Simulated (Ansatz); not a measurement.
System V₂O₅ (space group C2/m, No. 12); source of the atomic positions: the end point of a relaxation at fixed volume with DFT r2SCAN, scalar-relativistic, plane waves, PAW (Ansatz 0.2.0).

```cif
data_structure
_symmetry_space_group_name_H-M 'C2/m'
_symmetry_Int_Tables_number 12
_cell_length_a 11.0176
_cell_length_b 2.8634
_cell_length_c 5.2013
_cell_angle_alpha 90.000
_cell_angle_beta 94.700
_cell_angle_gamma 90.000
_cell_volume 163.54
loop_
_atom_site_label
_atom_site_type_symbol
_atom_site_symmetry_multiplicity
_atom_site_Wyckoff_symbol
_atom_site_fract_x
_atom_site_fract_y
_atom_site_fract_z
_atom_site_occupancy
V1 V 4 i 0.64255 0.50000 0.36195 1
O1 O 2 c 0.00000 0.00000 0.50000 1
O2 O 4 i 0.61698 0.00000 0.16165 1
O3 O 4 i 0.80868 0.50000 0.36858 1
```

Describe how the polyhedra about V are linked (bonds: O–V below 2.3 Å).

V: VO6 octahedron, sharing a corner with one neighbour and edges with four neighbours.

They form layers of corner- and edge-sharing octahedra parallel to (001).

Centre to centre across a shared corner: 3.56 Å; across a shared edge: 2.86 to 3.03 Å.

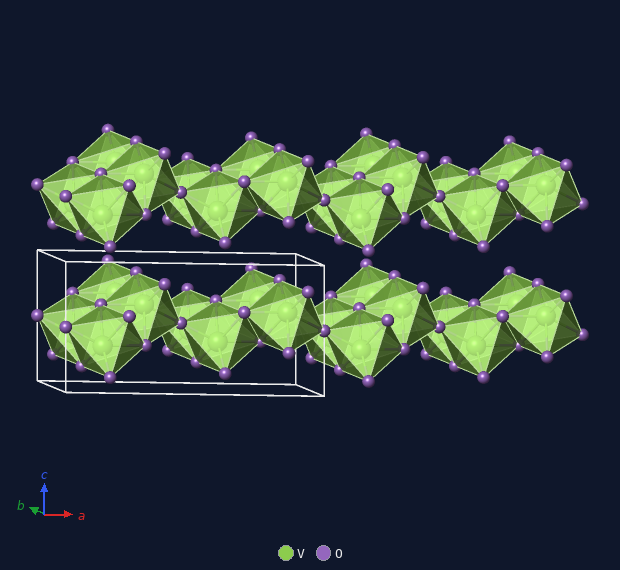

Polyhedra are drawn about V (bonds: O–V below 2.3 Å); other atoms are plain spheres.
